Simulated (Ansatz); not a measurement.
```
Si N
1.0
     3.81552    0.00000    0.00000
    -1.90776    3.30433    0.00000
     0.00000    0.00000   25.79138
Si N
6 2
Direct
  0.66667 0.33333 0.15509
  0.33333 0.66667 0.18598
  0.33333 0.66667 0.27748
  0.66667 0.33333 0.30703
  0.66667 0.33333 0.39974
  0.33333 0.66667 0.42616
  0.50000 0.00000 0.54636
  0.50000 0.00000 0.58901
```

A point of a scan over the structure, not its minimum; not relaxed (largest force 0.6 eV/Å); PAW files of the earlier set (soft_1).

Computed with DFT PBE+D3(BJ), scalar-relativistic, plane waves, PAW in Ansatz.

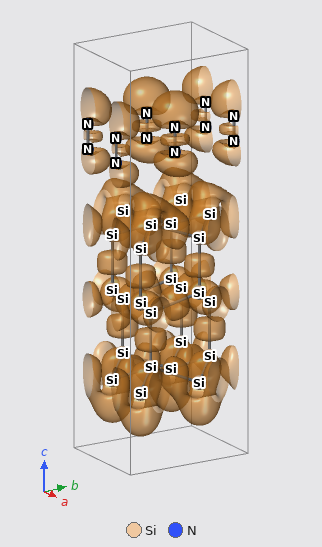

Si3N (slab). Isosurface of the electron localisation function at 0.75 (orange), seen slightly off an axis. Only the valence region is drawn (cores and ρ < 0.01 e/Å³ removed). Sticks mark near contacts.

Core electrons are frozen (PAW), and the valence fields are smoothed inside the atomic spheres.

**Identify the bonds, lone pairs and shells in this picture.**

At this value the surface marks out one region between bonded N–N atoms, five regions between bonded Si–Si atoms, two regions on Si in which the atom's valence shell and bonds are merged and two lobes on N, pointing away from the bonds (lone pairs), counted in one cell of 8 atoms. Counts are for one cell; the picture repeats the cell along the surface. Profiles from the grid: N–N (1.10 Å): the ELF peaks at about 0.85 between the atoms. Si–Si (2.31 Å): the ELF peaks at about 0.95 between the atoms.

**Does the calculation make it a metal, or give it a gap?**

It is metallic or semimetallic at this level of theory: no gap opens.
